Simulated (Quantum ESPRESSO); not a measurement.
# AlN (F-43m): phonons by linear response

Wanted: phonon bands, density of states and zone-centre response of AlN (F-43m).

Calculated with Quantum ESPRESSO 7.5; DFT LDA, scalar-relativistic, plane waves, PseudoDojo norm-conserving pseudopotentials.

## Step 1: The starting structure

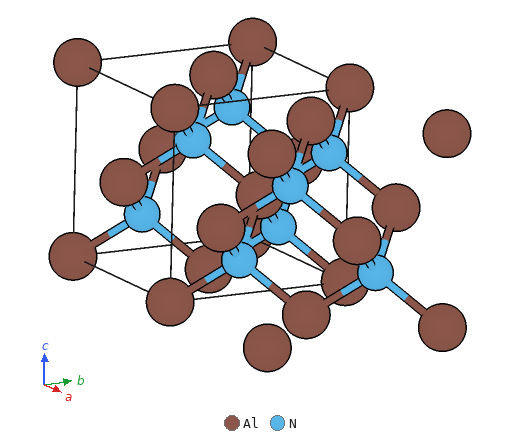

The starting structure, seen slightly off an axis (aluminium brown, nitrogen blue). 2×1×1 cells are drawn. This picture shows the conventional cell, with its axes. Bonds to atoms that aren't drawn are left out. Some periodic images of atoms are drawn too.

## Step 2: A probe with smearing

Before anything dear is run, a loose run with smearing shows whether this is a metal and how far the cell is from rest.

probe.in reads:

```
&CONTROL
  calculation = 'scf'
  prefix      = 'x'
  outdir      = './tmp'
  pseudo_dir  = './pseudo'
  tprnfor     = .true.
  tstress     = .true.
  verbosity   = 'high'
/
&SYSTEM
  ibrav       = 0
  nat         = 2
  ntyp        = 2
  ecutwfc     = 92.0
  occupations = 'smearing'
  smearing    = 'gaussian'
  degauss     = 0.01
/
&ELECTRONS
  conv_thr         = 1.0d-07
  mixing_beta      = 0.7
  electron_maxstep = 100
/
ATOMIC_SPECIES
 Al     26.9815  Al.upf
 N      14.0070  N.upf
CELL_PARAMETERS angstrom
    -2.183993560    0.000000000    2.183993560
     0.000000000    2.183993560    2.183993560
    -2.183993560    2.183993560    0.000000000
ATOMIC_POSITIONS crystal
 Al     0.000000000   0.000000000   0.000000000
 N      0.750000000   0.750000000   0.750000000
K_POINTS automatic
 8 8 8 0 0 0
```

Started as:

```bash
OMP_NUM_THREADS=1 mpirun -n 4 pw.x -nk 4 -in probe.in > probe.out
```

The log of the run:

```text
[banners, grids, parts of the stress and lines that vanish by symmetry left out]
Program PWSCF v.7.5
     Message from routine setup:
     using ibrav=0 with symmetry is DISCOURAGED, use correct ibrav instead
[...]
kinetic-energy cutoff     =      92.0000  Ry
     charge density cutoff     =     368.0000  Ry
     scf convergence threshold =      1.0E-07
[...]
Exchange-correlation= SLA  PW   NOGX NOGC
                           (   1   4   0   0   0   0   0)
[...]
24 Sym. Ops. (no inversion) found
[...]
(     0          1          0      )
                  (     0          0          1      )
[...]
(  0.0000000  1.0000000  0.0000000 )
                  ( -0.0000000 -0.0000000  1.0000000 )
[...]
(     1          0         -1      )
                  (     0          0         -1      )
[...]
(  0.0000000  1.0000000  0.0000000 )
[...]
(    -1          0          1      )
                  (    -1          0          0      )
[...]
( -0.0000000 -0.0000000  1.0000000 )
                  (  0.0000000 -1.0000000 -0.0000000 )
[...]
number of k points=    29  Gaussian smearing, width (Ry)=  0.0100
[...]
End of self-consistent calculation
[...]
the Fermi energy is     9.0383 ev
!    total energy              =     -25.68365539 Ry
[...]
convergence has been achieved in   9 iterations
[...]
atom    1 type  1   force =     0.00000000   -0.00000000    0.00000000
     atom    2 type  2   force =    -0.00000000    0.00000000   -0.00000000
[...]
Total force =     0.000000     Total SCF correction =     0.000000
[...]
total   stress  (Ry/bohr**3)                   (kbar)     P=      -48.28
[...]
XML data file, charge density, pseudopotentials, collected wavefunctions

   JOB DONE.
```

The job ended after 3 s (4 MPI ranks of Arm Neoverse V1, shared host).

This step gave:

| Quantity | Value |
| --- | --- |
| volume per atom | 10.42 Å³ |
| pressure | -4.828 GPa |
| gap on the k-mesh | 3.258 eV |

A gap of 3.3 eV opens on this mesh, so the crystal is taken as an insulator; the start stands at -4.8 GPa.

## Step 3: Relaxing the cell and atoms

The relaxation runs at a cutoff a fifth above that of the response, since stress converges more slowly with the basis than frequencies do. Forces and stress are brought to rest with tight thresholds.

relax.in reads:

```
&CONTROL
  calculation   = 'vc-relax'
  prefix        = 'x'
  outdir        = './tmp'
  pseudo_dir    = './pseudo'
  tprnfor       = .true.
  tstress       = .true.
  forc_conv_thr = 2.0d-05
  etot_conv_thr = 1.0d-07
  nstep         = 40
/
&SYSTEM
  ibrav       = 0
  nat         = 2
  ntyp        = 2
  ecutwfc     = 110
  occupations = 'fixed'
  nbnd        = 6
/
&ELECTRONS
  conv_thr         = 1.0d-11
  mixing_beta      = 0.7
  electron_maxstep = 100
/
&IONS
/
&CELL
  press_conv_thr = 0.2
/
ATOMIC_SPECIES
 Al     26.9815  Al.upf
 N      14.0070  N.upf
CELL_PARAMETERS angstrom
    -2.183993560    0.000000000    2.183993560
     0.000000000    2.183993560    2.183993560
    -2.183993560    2.183993560    0.000000000
ATOMIC_POSITIONS crystal
 Al     0.000000000   0.000000000   0.000000000
 N      0.750000000   0.750000000   0.750000000
K_POINTS automatic
 10 10 10 0 0 0
```

Started as:

```bash
OMP_NUM_THREADS=1 mpirun -n 4 pw.x -nk 4 -in relax.in > relax.out
```

The log of the run:

```text
[banners, grids, parts of the stress and lines that vanish by symmetry left out]
[banner, memory and clock lines left out]
Program PWSCF v.7.5

[...]
kinetic-energy cutoff     =     110.0000  Ry
     charge density cutoff     =     440.0000  Ry
     scf convergence threshold =      1.0E-11
[...]
energy convergence thresh.=      1.0E-07
     force convergence thresh. =      2.0E-05
     press convergence thresh. =      2.0E-01
     Exchange-correlation= SLA  PW   NOGX NOGC
                           (   1   4   0   0   0   0   0)
[...]
24 Sym. Ops. (no inversion) found
[...]
number of k points=    47
[...]
End of self-consistent calculation
[...]
highest occupied, lowest unoccupied level (ev):     6.6466    9.9052
!    total energy              =     -25.68371693 Ry
[...]
convergence has been achieved in  13 iterations
[...]
atom    1 type  1   force =     0.00000000    0.00000000    0.00000000
     atom    2 type  2   force =    -0.00000000    0.00000000   -0.00000000
     Total force =     0.000000     Total SCF correction =     0.000000
[...]
total   stress  (Ry/bohr**3)                   (kbar)     P=      -48.38
[...]
number of bfgs steps    =   0
[...]
CELL_PARAMETERS (angstrom)
[...]
ATOMIC_POSITIONS (crystal)
Al               0.0000000000        0.0000000000        0.0000000000
N                0.7500000000        0.7500000000        0.7500000000
[...]
New effective cutoffs (rho, wfc):  445.34  111.83
[...]
End of self-consistent calculation
[...]
highest occupied, lowest unoccupied level (ev):     6.9046   10.1756
!    total energy              =     -25.68427857 Ry
[...]
convergence has been achieved in   9 iterations
[...]
atom    1 type  1   force =    -0.00000000   -0.00000000   -0.00000000
     atom    2 type  2   force =     0.00000000    0.00000000    0.00000000
     Total force =     0.000000     Total SCF correction =     0.000000
[...]
total   stress  (Ry/bohr**3)                   (kbar)     P=        1.35
[...]
number of bfgs steps    =   1
[...]
CELL_PARAMETERS (angstrom)
[...]
ATOMIC_POSITIONS (crystal)
Al              -0.0000000000       -0.0000000000        0.0000000000
N                0.7500000000        0.7500000000        0.7500000000
[...]
New effective cutoffs (rho, wfc):  445.14  111.78
[...]
End of self-consistent calculation
[...]
highest occupied, lowest unoccupied level (ev):     6.8976   10.1682
!    total energy              =     -25.68427898 Ry
[...]
convergence has been achieved in   9 iterations
[...]
atom    1 type  1   force =    -0.00000000    0.00000000   -0.00000000
     atom    2 type  2   force =     0.00000000   -0.00000000    0.00000000
     Total force =     0.000000     Total SCF correction =     0.000000
[...]
total   stress  (Ry/bohr**3)                   (kbar)     P=       -0.05
[...]
number of bfgs steps    =   2
[...]
small trust_radius: resetting bfgs history
[...]
CELL_PARAMETERS (angstrom)
[...]
ATOMIC_POSITIONS (crystal)
Al              -0.0000000000       -0.0000000000        0.0000000000
N                0.7500000000        0.7500000000        0.7500000000
[...]
New effective cutoffs (rho, wfc):  445.15  111.78
[...]
End of self-consistent calculation
[...]
highest occupied, lowest unoccupied level (ev):     6.8978   10.1685
!    total energy              =     -25.68427898 Ry
[...]
convergence has been achieved in   6 iterations
[...]
atom    1 type  1   force =    -0.00000000    0.00000000   -0.00000000
     atom    2 type  2   force =     0.00000000   -0.00000000    0.00000000
     Total force =     0.000000     Total SCF correction =     0.000000
[...]
total   stress  (Ry/bohr**3)                   (kbar)     P=        0.00
[...]
bfgs converged in   4 scf cycles and   3 bfgs steps
[...]
End of BFGS Geometry Optimization
     Final enthalpy           =     -25.6842789783 Ry
     File ./tmp/x.bfgs deleted, as requested
[...]
CELL_PARAMETERS (angstrom)
[...]
ATOMIC_POSITIONS (crystal)
Al              -0.0000000000       -0.0000000000        0.0000000000
N                0.7500000000        0.7500000000        0.7500000000
[...]
Final scf calculation at the relaxed structure.
[...]
kinetic-energy cutoff     =     110.0000  Ry
     charge density cutoff     =     440.0000  Ry
     scf convergence threshold =      1.0E-13
[...]
press convergence thresh. =      2.0E-01
     Exchange-correlation= SLA  PW   NOGX NOGC
                           (   1   4   0   0   0   0   0)
[...]
24 Sym. Ops. (no inversion) found
[...]
number of k points=    47
[...]
c_bands:  1 eigenvalues not converged
     c_bands:  1 eigenvalues not converged
[...]
End of self-consistent calculation
[...]
highest occupied, lowest unoccupied level (ev):     6.8978   10.1685
!    total energy              =     -25.68427363 Ry
[...]
convergence has been achieved in  22 iterations
[...]
atom    1 type  1   force =    -0.00000000   -0.00000000   -0.00000000
     atom    2 type  2   force =    -0.00000000   -0.00000000   -0.00000000
     Total force =     0.000000     Total SCF correction =     0.000000
[...]
total   stress  (Ry/bohr**3)                   (kbar)     P=       -0.00
[...]
XML data file, charge density, pseudopotentials, collected wavefunctions
```

Elapsed: 23 s, on 4 MPI ranks; 92 s of CPU time.

Relaxation path:

```csv
step,energy less that of the first step (eV),largest force (eV/Å),pressure (GPa),volume (Å³)
1,0.0000,0.0000,-4.84,20.83
2,-0.0076,0.0000,0.14,20.32
3,-0.0076,0.0000,-0.01,20.34
4,-0.0076,0.0000,0.00,20.34
5,-0.0076,0.0000,0.00,20.34
```

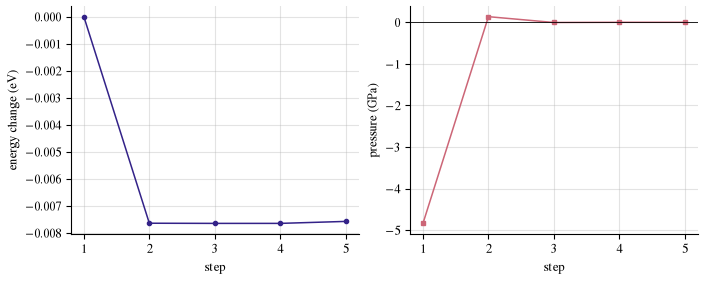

Energy and pressure along the relaxation.

| conventional cell, symmetrised | before | after | change |
| --- | --- | --- | --- |
| a (Å) | 4.368 | 4.333 | -0.8 % |
| b (Å) | 4.368 | 4.333 | -0.8 % |
| c (Å) | 4.368 | 4.333 | -0.8 % |
| volume (Å³/atom) | 10.42 | 10.17 | -2.4 % |

Final coordinates:

```xyz
2
Lattice="-2.1665 0.0000 2.1665 0.0000 2.1665 2.1665 -2.1665 2.1665 0.0000" Properties=species:S:1:pos:R:3 pbc="T T T"
Al    0.0000    0.0000    0.0000
N    -3.2497    3.2497    3.2497
```

The last row of the table of steps is pw.x's closing run on a basis chosen anew for the final cell, so its energy can jump.

This step gave:

| Quantity | Value |
| --- | --- |
| volume per atom | 10.17 Å³ |
| pressure | 0 GPa |
| gap on the k-mesh | 3.271 eV |

The volume changes by -2.4 % from the cell with which this run began.

## Step 4: Ground state

Perturbation theory inherits every error of the wavefunctions, so the threshold is set near the limit of the arithmetic. With a gap, occupations are fixed, which also allows the response to an electric field.

scf.in reads:

```
&CONTROL
  calculation = 'scf'
  prefix      = 'x'
  outdir      = './tmp'
  pseudo_dir  = './pseudo'
  tprnfor     = .true.
  tstress     = .true.
/
&SYSTEM
  ibrav       = 0
  nat         = 2
  ntyp        = 2
  ecutwfc     = 92.0
  occupations = 'fixed'
  nbnd        = 6
/
&ELECTRONS
  conv_thr         = 1.0d-12
  mixing_beta      = 0.7
  electron_maxstep = 100
/
ATOMIC_SPECIES
 Al     26.9815  Al.upf
 N      14.0070  N.upf
CELL_PARAMETERS angstrom
    -2.166498641    0.000000000    2.166498641
     0.000000000    2.166498641    2.166498641
    -2.166498641    2.166498641    0.000000000
ATOMIC_POSITIONS crystal
 Al     0.000000000   0.000000000   0.000000000
 N      0.750000000   0.750000000   0.750000000
K_POINTS automatic
 12 12 12 0 0 0
```

Started as:

```bash
OMP_NUM_THREADS=1 mpirun -n 4 pw.x -nk 4 -in scf.in > scf.out
```

The log of the run:

```text
[banners, grids, parts of the stress and lines that vanish by symmetry left out]
[banner, memory and clock lines left out]
Program PWSCF v.7.5

[...]
kinetic-energy cutoff     =      92.0000  Ry
     charge density cutoff     =     368.0000  Ry
     scf convergence threshold =      1.0E-12
[...]
Exchange-correlation= SLA  PW   NOGX NOGC
                           (   1   4   0   0   0   0   0)
[...]
24 Sym. Ops. (no inversion) found
[...]
number of k points=    72
[...]
End of self-consistent calculation
[...]
highest occupied, lowest unoccupied level (ev):     6.8978   10.1686
!    total energy              =     -25.68422036 Ry
[...]
convergence has been achieved in  16 iterations
[...]
atom    1 type  1   force =     0.00000000   -0.00000000    0.00000000
     atom    2 type  2   force =     0.00000000   -0.00000000    0.00000000
     Total force =     0.000000     Total SCF correction =     0.000000
[...]
total   stress  (Ry/bohr**3)                   (kbar)     P=        0.17
[...]
XML data file, charge density, pseudopotentials, collected wavefunctions
```

It took 7.8 s on 4 MPI ranks; 31 s of CPU time.

Numbers from this step:

```yaml
pressure: 0.017 GPa
```

The cell stands at 0.017 GPa, close enough for phonons.

[end of part 1 of 4]

[Host names and launcher messages were left out of these logs when they were recorded.]

[Logs are printed without paths, hosts, clocks, repeated set-up lines and the standing remarks that a program may print on its own settings, such as how far it seeks lower states.]

[Hosts, paths, dates, database ids (printed as entryN), source tags and the programs' standing remarks are cut or masked in the printed files.]
